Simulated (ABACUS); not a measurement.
# Band-structure run of KCl

KCl (2 atoms in the cell), computed with Kohn-Sham DFT of a periodic cell, SOGGA, PseudoDojo NC SR 0.4.1 PBEsol standard, no spin polarisation (ABACUS 3.10.1).

The structure derives from an entry of the Crystallography Open Database. It belongs to a series of runs on one base structure; here: bands on the converged density.

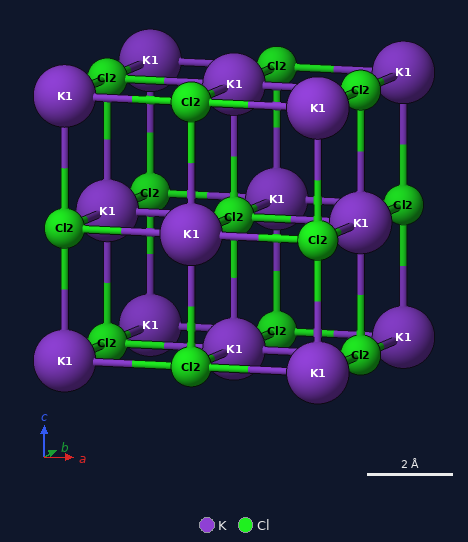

The input geometry (ball-and-stick view of the cell 4 times as large as that of the calculation, set on its symmetry axes, seen slightly off an axis; atoms are numbered from 1 in the order of the input).

## The input
```
INPUT_PARAMETERS
suffix              KCl
calculation         nscf
basis_type          pw
pseudo_dir          ./
symmetry            -1
dft_functional      GGA_X_SOGGA+GGA_C_PBE
ecutwfc             74.0
pseudo_rcut         7
nspin               1
nbands              18
ks_solver           dav
smearing_method     fd
smearing_sigma      0.00367493
scf_thr             1e-08
scf_nmax            100
mixing_type         broyden
mixing_beta         0.7
init_chg            file
pw_diag_thr         1e-07
out_band            1
kpar                4
```

## File STRU
```
ATOMIC_SPECIES
K 39.0983 K.upf
Cl 35.4500 Cl.upf

LATTICE_CONSTANT
1.8897261246

LATTICE_VECTORS
-3.1464700000 0.0000000000 3.1464700000
0.0000000000 3.1464700000 3.1464700000
-3.1464700000 3.1464700000 0.0000000000

ATOMIC_POSITIONS
Direct

K
0.0
1
0.0000000000 0.0000000000 0.0000000000 1 1 1

Cl
0.0
1
0.5000000000 0.5000000000 0.5000000000 1 1 1
```

## File KPT
```
K_POINTS
12
Line
0.00000000 0.00000000 0.00000000 10 // G
0.50000000 0.00000000 0.50000000 10 // X
0.50000000 0.25000000 0.75000000 10 // W
0.37500000 0.37500000 0.75000000 10 // K
0.00000000 0.00000000 0.00000000 10 // G
0.50000000 0.50000000 0.50000000 10 // L
0.62500000 0.25000000 0.62500000 10 // U
0.50000000 0.25000000 0.75000000 10 // W
0.50000000 0.50000000 0.50000000 10 // L
0.37500000 0.37500000 0.75000000 1 // K
0.62500000 0.25000000 0.62500000 10 // U
0.50000000 0.00000000 0.50000000 1 // X
```

Run as:
```bash
OMP_NUM_THREADS=1 mpirun -np 4 abacus > log
```

## Output
```
ABACUS v3.10.1

               Atomic-orbital Based Ab-initio Computation at UStc

 ------------------------------------------------------------------------------------

 READING GENERAL INFORMATION
                           global_out_dir = OUT.KCl/
                           global_in_card = INPUT
                               pseudo_dir = ./
                              orbital_dir =
                                    DSIZE = 4
                                    GSIZE = 1

 READING UNITCELL INFORMATION
                                    ntype = 2
                  lattice constant (Bohr) = 1.88973
              lattice constant (Angstrom) = 1

 READING ATOM TYPE 1
                               atom label = K
                      L=0, number of zeta = 1
                      L=1, number of zeta = 1
                      L=2, number of zeta = 1
             number of atom for this type = 1

 READING ATOM TYPE 2
                               atom label = Cl
                      L=0, number of zeta = 1
                      L=1, number of zeta = 1
                      L=2, number of zeta = 1
             number of atom for this type = 1

                        TOTAL ATOM NUMBER = 2
DIRECT COORDINATES
    atom                   x                   y                   z     mag                  vx                  vy                  vz
taud_K1            0.0000000000        0.0000000000        0.0000000000  0.0000        0.0000000000        0.0000000000        0.0000000000
taud_Cl1            0.5000000000        0.5000000000        0.5000000000  0.0000        0.0000000000        0.0000000000        0.0000000000

                          Volume (Bohr^3) = 420.434
                             Volume (A^3) = 62.3018

 Lattice vectors: (Cartesian coordinate: in unit of a_0)
             -3.14647                  +0            +3.14647
                   +0            +3.14647            +3.14647
             -3.14647            +3.14647                  +0
 Reciprocal vectors: (Cartesian coordinate: in unit of 2 pi/a_0)
            -0.158908           -0.158908           +0.158908
            +0.158908           +0.158908           +0.158908
            -0.158908           +0.158908           -0.158908
 The esolver type has been set to : ksdft_pw

                PAO radial cut off (Bohr) = 7

 Read in pseudopotential file is K.upf
                     pseudopotential type = NC
          exchange-correlation functional = PBESOL
                 nonlocal core correction = 1
                        valence electrons = 9
                                     lmax = 2
                           number of zeta = 3
                     number of projectors = 6
                           L of projector = 0
                           L of projector = 0
                           L of projector = 1
                           L of projector = 1
                           L of projector = 2
                           L of projector = 2
 XC functional updated to : GGA_X_SOGGA+GGA_C_PBE
          exchange-correlation functional = GGA_X_SOGGA+GGA_C_PBE
                PAO radial cut off (Bohr) = 7

 Read in pseudopotential file is Cl.upf
                     pseudopotential type = NC
          exchange-correlation functional = PBESOL
                 nonlocal core correction = 1
                        valence electrons = 7
                                     lmax = 2
                           number of zeta = 2
                     number of projectors = 6
                           L of projector = 0
                           L of projector = 0
                           L of projector = 1
                           L of projector = 1
                           L of projector = 2
                           L of projector = 2
 XC functional updated to : GGA_X_SOGGA+GGA_C_PBE
          exchange-correlation functional = GGA_X_SOGGA+GGA_C_PBE
     initial pseudo atomic orbital number = 9

 SETUP THE ELECTRONS NUMBER
             electron number of element K = 9
       total electron number of element K = 9
            electron number of element Cl = 7
      total electron number of element Cl = 7
            AUTOSET number of electrons:  = 16
                           occupied bands = 8
                                   NBANDS = 18
                                   NLOCAL = 18

%%%%%%%%%%%%%%%%%%%%%%%%%%%%%%%%%%%%%%%%%%%%%%%%%%%%%%%%%%%%%%%%%%%%%%%%%%%%%%%%%%%%%%%%%%%%%%%%%%%%%%%%%%
 Warning: the number of valence electrons in pseudopotential > 1 for K: [Ar] 4s1
 Pseudopotentials with additional electrons can yield (more) accurate outcomes, but may be less efficient.
 If you're confident that your chosen pseudopotential is appropriate, you can safely ignore this warning.
%%%%%%%%%%%%%%%%%%%%%%%%%%%%%%%%%%%%%%%%%%%%%%%%%%%%%%%%%%%%%%%%%%%%%%%%%%%%%%%%%%%%%%%%%%%%%%%%%%%%%%%%%%

 SETUP THE PLANE WAVE BASIS
 energy cutoff for charge/potential (unit:Ry) = 296
            fft grid for charge/potential = [ 48, 48, 48 ]
                        fft grid division = [ 1, 1, 1 ]
        big fft grid for charge/potential = [ 48, 48, 48 ]
                                     nbxx = 110592
                                     nrxx = 110592

 SETUP PLANE WAVES FOR CHARGE/POTENTIAL
                    number of plane waves = 36085
                         number of sticks = 1429

 PARALLEL PW FOR CHARGE/POTENTIAL
     PROC   COLUMNS(POT)             PW
        1           1429          36085
 --------------- sum -------------------
        1           1429          36085
                            number of |g| = 356
                                  max |g| = 26.7669
                                  min |g| = 0

----------- Double Check Mixing Parameters Begin ------------
mixing_type: broyden
mixing_beta: 0.7
mixing_gg0: 1
mixing_gg0_min: 0.1
mixing_ndim: 8
----------- Double Check Mixing Parameters End ------------

 SETUP K-POINTS
                                    nspin = 1
                                   nkstot = 102
K-POINTS DIRECT COORDINATES
 KPOINTS    DIRECT_X    DIRECT_Y    DIRECT_Z  WEIGHT
       1  0.00000000  0.00000000  0.00000000  1.0000
       2  0.05000000  0.00000000  0.05000000  1.0000
       3  0.10000000  0.00000000  0.10000000  1.0000
       4  0.15000000  0.00000000  0.15000000  1.0000
       5  0.20000000  0.00000000  0.20000000  1.0000
       6  0.25000000  0.00000000  0.25000000  1.0000
       7  0.30000000  0.00000000  0.30000000  1.0000
       8  0.35000000  0.00000000  0.35000000  1.0000
       9  0.40000000  0.00000000  0.40000000  1.0000
      10  0.45000000  0.00000000  0.45000000  1.0000
      11  0.50000000  0.00000000  0.50000000  1.0000
      12  0.50000000  0.02500000  0.52500000  1.0000
      13  0.50000000  0.05000000  0.55000000  1.0000
      14  0.50000000  0.07500000  0.57500000  1.0000
      15  0.50000000  0.10000000  0.60000000  1.0000
      16  0.50000000  0.12500000  0.62500000  1.0000
      17  0.50000000  0.15000000  0.65000000  1.0000
      18  0.50000000  0.17500000  0.67500000  1.0000
      19  0.50000000  0.20000000  0.70000000  1.0000
      20  0.50000000  0.22500000  0.72500000  1.0000
      21  0.50000000  0.25000000  0.75000000  1.0000
      22  0.48750000  0.26250000  0.75000000  1.0000
      23  0.47500000  0.27500000  0.75000000  1.0000
      24  0.46250000  0.28750000  0.75000000  1.0000
      25  0.45000000  0.30000000  0.75000000  1.0000
      26  0.43750000  0.31250000  0.75000000  1.0000
      27  0.42500000  0.32500000  0.75000000  1.0000
      28  0.41250000  0.33750000  0.75000000  1.0000
      29  0.40000000  0.35000000  0.75000000  1.0000
      30  0.38750000  0.36250000  0.75000000  1.0000
[... 72 further k points ...]

           k-point number in this process = 26
       minimum distributed K point number = 25

[... K-POINTS CARTESIAN COORDINATES: 26 rows ...]

[... K-POINTS DIRECT COORDINATES: 26 rows ...]

 SETUP PLANE WAVES FOR WAVE FUNCTIONS
     energy cutoff for wavefunc (unit:Ry) = 74
              fft grid for wave functions = [ 48, 48, 48 ]
                    number of plane waves = 5577
                         number of sticks = 421

 PARALLEL PW FOR WAVE FUNCTIONS
     PROC   COLUMNS(POT)             PW
        1            421           5577
 --------------- sum -------------------
        1            421           5577

 SETUP NONLOCAL PSEUDOPOTENTIALS IN PLANE WAVE BASIS
 K non-local projectors:
 projector 1 L=0
 projector 2 L=0
 projector 3 L=1
 projector 4 L=1
 projector 5 L=2
 projector 6 L=2
 Cl non-local projectors:
 projector 1 L=0
 projector 2 L=0
 projector 3 L=1
 projector 4 L=1
 projector 5 L=2
 projector 6 L=2
      TOTAL NUMBER OF NONLOCAL PROJECTORS = 36

 Init Non-Local PseudoPotential table :
 Init Non-Local-Pseudopotential done.

                                     npwx = 4573

 Make real space PAO into reciprocal space.
       max mesh points in Pseudopotential = 701
     dq(describe PAO in reciprocal space) = 0.01
                                    max q = 1037

 number of pseudo atomic orbitals for K is 3
WARNING: norm of atomic wavefunction # 2 of atomic type K is 0.999999, renormalized
WARNING: norm of atomic wavefunction # 3 of atomic type K is 0.923301, renormalized

 number of pseudo atomic orbitals for Cl is 2
WARNING: norm of atomic wavefunction # 2 of atomic type Cl is 0.999908, renormalized

 -------------------------------------------
 NONSELF-CONSISTENT
 -------------------------------------------
                                 init_chg = file
 try to read charge from file
 Read in the charge density: OUT.KCl//KCl-CHARGE-DENSITY.restart

 PW ALGORITHM --------------- ION=   1  ELEC=   1--------------------------------

 k(1/102) Iter steps (avg)=23 threshold=1e-07
 k(2/102) Iter steps (avg)=25 threshold=1e-07
 k(3/102) Iter steps (avg)=19 threshold=1e-07
 k(4/102) Iter steps (avg)=18 threshold=1e-07
 k(5/102) Iter steps (avg)=17 threshold=1e-07
 k(6/102) Iter steps (avg)=18 threshold=1e-07
 k(7/102) Iter steps (avg)=20 threshold=1e-07
 k(8/102) Iter steps (avg)=25 threshold=1e-07
 k(9/102) Iter steps (avg)=28 threshold=1e-07
 k(10/102) Iter steps (avg)=26 threshold=1e-07
 k(11/102) Iter steps (avg)=27 threshold=1e-07
 k(12/102) Iter steps (avg)=24 threshold=1e-07
 k(13/102) Iter steps (avg)=23 threshold=1e-07
 k(14/102) Iter steps (avg)=25 threshold=1e-07
 k(15/102) Iter steps (avg)=23 threshold=1e-07
 k(16/102) Iter steps (avg)=23 threshold=1e-07
 k(17/102) Iter steps (avg)=26 threshold=1e-07
 k(18/102) Iter steps (avg)=25 threshold=1e-07
 k(19/102) Iter steps (avg)=25 threshold=1e-07
 k(20/102) Iter steps (avg)=24 threshold=1e-07
 k(21/102) Iter steps (avg)=24 threshold=1e-07
 k(22/102) Iter steps (avg)=24 threshold=1e-07
 k(23/102) Iter steps (avg)=24 threshold=1e-07
 k(24/102) Iter steps (avg)=25 threshold=1e-07
 k(25/102) Iter steps (avg)=24 threshold=1e-07
 k(26/102) Iter steps (avg)=21 threshold=1e-07
[... levels at 26 k points of this process ...]

 Density error is 0.00000000000
                          Error Threshold = 1.00000000000e-07
----------------------------------------------------------
     Energy           Rydberg                 eV
----------------------------------------------------------
 E_KohnSham     -92.8186272028       -1262.8622104963
 E_KS(sigma->0) -92.8186272028       -1262.8622104963
 E_Harris       -92.8186272028       -1262.8622104963
 E_band         -9.5252663544        -129.5978973871
 E_one_elec     -29.5048671748       -401.4343123106
 E_Hartree      19.8036319792        269.4422360119
 E_xc           -21.4505119620       -291.8491877002
 E_Ewald        -61.6668800452       -839.0209464975
 E_entropy(-TS) 0.0000000000         0.0000000000
 E_descf        0.0000000000         0.0000000000
 E_exx          0.0000000000         0.0000000000
 E_Fermi        0.2589935818         3.5237884585
----------------------------------------------------------

 charge density convergence is achieved
 final etot is -1262.8622105 eV
 EFERMI = 3.5237884585 eV

 STATE ENERGY(eV) AND OCCUPATIONS    NSPIN == 1
 1/26 kpoint (Cartesian) = 0.0000 0.0000 0.0000 (4573 pws)
       1       -26.1199      0.0196078
       2       -11.1674      0.0196078
       3       -9.64267      0.0196078
       4       -9.64267      0.0196078
       5       -9.64267      0.0196078
       6       0.917638      0.0196078
       7       0.917638      0.0196078
       8       0.917639      0.0196078
       9        5.96814    1.15096e-23
      10        9.22601    5.80168e-52
      11        9.22601    5.80168e-52
      12        9.22601    5.80168e-52
      13        10.0871    1.92542e-59
      14        10.0871    1.92542e-59
      15        13.6420        0.00000
      16        16.9234        0.00000
      17        16.9234        0.00000
      18        16.9234        0.00000

 2/26 kpoint (Cartesian) = -0.015891 0.0000 0.0000 (4553 pws)
       1       -26.1195      0.0196078
       2       -11.1739      0.0196078
       3       -9.64406      0.0196078
       4       -9.64406      0.0196078
       5       -9.63239      0.0196078
       6       0.864887      0.0196078
       7       0.910178      0.0196078
       8       0.910178      0.0196078
       9        6.05243    2.13247e-24
      10        9.14543    2.90708e-51
      11        9.29167    1.56053e-52
      12        9.29167    1.56053e-52
      13        10.1070    1.29320e-59
      14        10.1582    4.64050e-60
      15        13.7788        0.00000
      16        16.7208        0.00000
      17        16.7208        0.00000
      18        16.9436        0.00000

 3/26 kpoint (Cartesian) = -0.031782 0.0000 0.0000 (4561 pws)
       1       -26.1185      0.0196078
       2       -11.1900      0.0196078
       3       -9.64810      0.0196078
       4       -9.64810      0.0196078
       5       -9.60668      0.0196078
       6       0.727675      0.0196078
       7       0.889164      0.0196078
       8       0.889165      0.0196078
       9        6.28469    2.04909e-26
      10        8.93325    2.02518e-49
      11        9.48554    3.23098e-54
      12        9.48554    3.23098e-54
      13        10.1656    4.00212e-60
      14        10.3630    7.72952e-62
      15        14.1541        0.00000
      16        16.2708        0.00000
      17        16.2708        0.00000
      18        16.8694        0.00000

 4/26 kpoint (Cartesian) = -0.047672 0.0000 0.0000 (4528 pws)
       1       -26.1169      0.0196078
       2       -11.2073      0.0196078
       3       -9.65440      0.0196078
       4       -9.65440      0.0196078
       5       -9.57833      0.0196078
       6       0.553800      0.0196078
       7       0.858240      0.0196078
       8       0.858240      0.0196078
       9        6.61924    2.54478e-29
      10        8.64976    5.87198e-47
      11        9.79855    6.17324e-57
      12        9.79855    6.17324e-57
      13        10.2597    6.09235e-61
      14        10.6714    1.61754e-64
      15        14.6866        0.00000
      16        15.7544        0.00000
      17        15.7544        0.00000
      18        15.7833        0.00000

 5/26 kpoint (Cartesian) = -0.063563 0.0000 0.0000 (4552 pws)
       1       -26.1149      0.0196078
       2       -11.2168      0.0196078
       3       -9.66238      0.0196078
       4       -9.66238      0.0196078
       5       -9.56203      0.0196078
       6       0.391001      0.0196078
       7       0.822211      0.0196078
       8       0.822211      0.0196078
       9        7.01294    9.68333e-33
      10        8.34734    2.48635e-44
      11        10.2159    1.46339e-60
      12        10.2159    1.46339e-60
      13        10.3836    5.11645e-62
      14        11.0237    1.40953e-67
      15        14.7489        0.00000
      16        15.2532        0.00000
      17        15.2532        0.00000
      18        15.2744        0.00000

 6/26 kpoint (Cartesian) = -0.079454 0.0000 0.0000 (4552 pws)
       1       -26.1127      0.0196078
       2       -11.2120      0.0196078
       3       -9.67126      0.0196078
       4       -9.67126      0.0196078
       5       -9.56884      0.0196078
       6       0.271374      0.0196078
       7       0.785824      0.0196078
       8       0.785824      0.0196078
       9        7.43761    1.98333e-36
      10        8.06014    7.76612e-42
      11        10.5286    2.81508e-63
      12        10.7161    6.61778e-65
      13        10.7161    6.61778e-65
      14        11.3243    3.44987e-70
      15        13.8099        0.00000
      16        14.8104        0.00000
      17        14.8104        0.00000
      18        15.7942        0.00000

[... levels at 20 further k points ...]

 --------------------------------------------
 !FINAL_ETOT_IS -1262.862210496325 eV
 --------------------------------------------

 Output bands in file: OUT.KCl/BANDS_1.dat
```

## Standard output
```
ABACUS v3.10.1

               Atomic-orbital Based Ab-initio Computation at UStc

 dft_functional readin is: GGA_X_SOGGA+GGA_C_PBE
 dft_functional in pseudopot file is: PBESOL
 Please make sure this is what you need
 dft_functional readin is: GGA_X_SOGGA+GGA_C_PBE
 dft_functional in pseudopot file is: PBESOL
 Please make sure this is what you need

%%%%%%%%%%%%%%%%%%%%%%%%%%%%%%%%%%%%%%%%%%%%%%%%%%%%%%%%%%%%%%%%%%%%%%%%%%%%%%%%%%%%%%%%%%%%%%%%%%%%%%%%%
 Warning: the number of valence electrons in pseudopotential > 1 for K: [Ar] 4s1
 Pseudopotentials with additional electrons can yield (more) accurate outcomes, but may be less efficient.
 If you're confident that your chosen pseudopotential is appropriate, you can safely ignore this warning.
%%%%%%%%%%%%%%%%%%%%%%%%%%%%%%%%%%%%%%%%%%%%%%%%%%%%%%%%%%%%%%%%%%%%%%%%%%%%%%%%%%%%%%%%%%%%%%%%%%%%%%%%%

 UNIFORM GRID DIM        : 48 * 48 * 48
 UNIFORM GRID DIM(BIG)   : 48 * 48 * 48
func,idGGA_X_SOGGA 150
func,idGGA_C_PBE 130
 ---------------------------------------------------------
 ---------------------------------------------------------
 SPIN    KPOINTS         PROCESSORS  THREADS
 1       102             4           4
 ---------------------------------------------------------
 Use plane wave basis
 ---------------------------------------------------------
 ELEMENT NATOM       XC
 K       1
 Cl      1
 ---------------------------------------------------------
 Initial plane wave basis and FFT box
 ---------------------------------------------------------
 -------------------------------------------
 NONSELF-CONSISTENT :
 -------------------------------------------
 START CHARGE      : file
 ITER       ETOT/eV          EDIFF/eV         DRHO     TIME/s
 DA1     -1.26286221e+03   0.00000000e+00   0.0000e+00  30.92
```

## Results in brief

```json
{"quantity": "outcome", "value": "converged"}
{"quantity": "space group (tolerance 0.01 Å)", "value": "Fm-3m (225)"}
{"quantity": "electrons treated", "value": "16"}
{"quantity": "Fermi energy of the self-consistent step", "value": "3.510 eV"}
{"quantity": "gap on the band path", "value": "5.05 eV"}
{"quantity": "hardware", "value": "4 threads of AMD EPYC 7571, 12 GiB of memory available, shared host"}
{"quantity": "wall time", "value": "32 s (CPU time 2.1 min)"}
{"quantity": "peak memory", "value": "0.48 GiB"}
```
